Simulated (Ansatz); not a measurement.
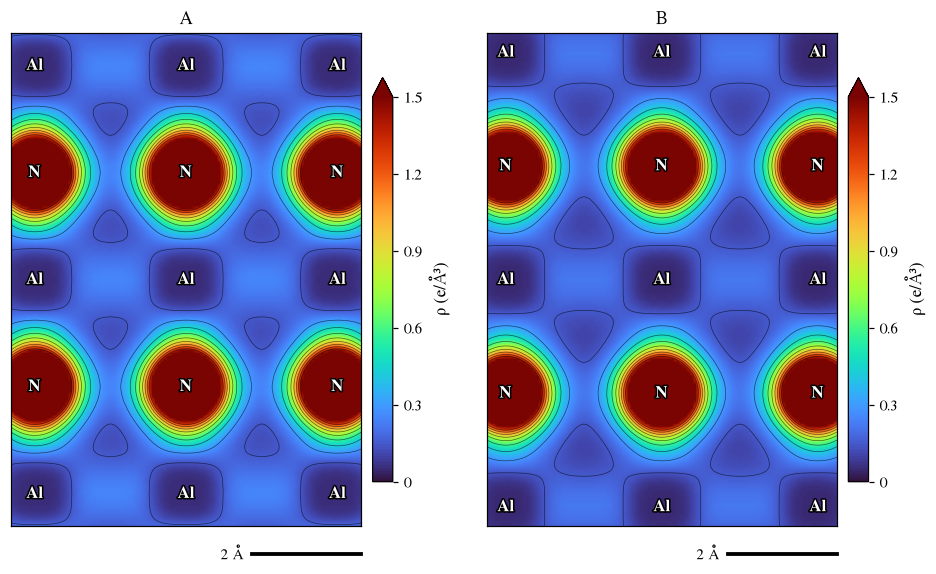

AlN. The valence pseudo-density of two cells that differ in size and shape, on the (11̄0) plane of each (indices in the axes of the calculation cell), at one length scale and on one colour scale; one has 7.5 and the other 8.5 Å³ an atom.

Level of theory: DFT, r2SCAN, plane waves, PAW (Ansatz).

In a PAW calculation such maps are meaningful between the atoms, not at the nuclei.

The larger cell:

```xyz
2
Lattice="0.0000 2.0189 2.0794 2.0189 0.0000 2.0794 2.0189 2.0189 0.0000" Properties=species:S:1:pos:R:3 pbc="T T T"
Al    0.0000    0.0000    0.0000
N     2.0189    2.0189    2.0794
```

The smaller cell: a = 2.769 Å, b = 2.769 Å, c = 2.769 Å, α = 60.00°, β = 60.00°, γ = 60.00°.

### Which is the denser cell? Describe the effect of the change.

Panel A is the smaller cell, by 11 % in volume. From the larger cell to the smaller, Al–N goes from 2.08 to 1.96 Å, and the density at its midpoint from 0.48 to 0.59 e/Å³; the pressure goes from −7 to 30 GPa; the Kohn–Sham gap goes from 5.0 eV to 5.8 eV.
